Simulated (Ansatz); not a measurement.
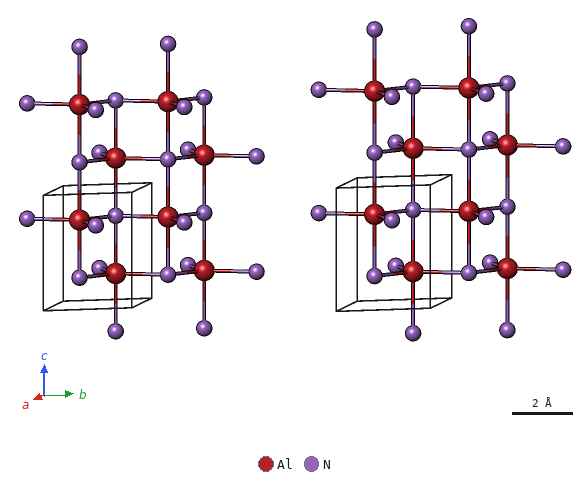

Two geometries of solid AlN (built on the h-MgO (five-fold) type), drawn at one scale. One is the start of a relaxation, the other its converged end. The picture is a ball-and-stick view of the cell of the calculation, repeated 1 × 2 × 2 with one cell outlined, seen slightly off an axis.

Level of theory: DFT, PBEsol, plane waves, PAW (Ansatz 0.2.0). (plane-wave cutoff 420 eV; k-point mesh 9 × 9 × 6; occupations fermi dirac; smearing width 0.03 eV; no spin polarisation; cell and atoms relaxed; force threshold 0.01 eV/Å; at most 120 steps)

### Which geometry has the lower energy?

The right one is the relaxed one. No atom moves by more than 0.005 Å relative to the cell. The drawn cell changes as follows: a = b 3.100 → 3.302 Å (+6.5 %), c 3.875 → 4.141 Å (+6.9 %); the volume changes by +21.2 %. Near-neighbour distances that change, for instance: Al–N 1.937 → 2.070 Å, Al–N 1.790 → 1.906 Å. The space group stays P6_3/mmc (No. 194). Over 7 accepted moves (9 points after the start) the energy falls by 274 meV per atom. All forces vanish by symmetry, so only the cell relaxes. The pressure goes from 60.03 to 0.01 GPa. The SCF was repeated twice at an unchanged geometry on a basis and grid sized afresh for the cell, which shifted the energy by 15.1 meV per atom at most.
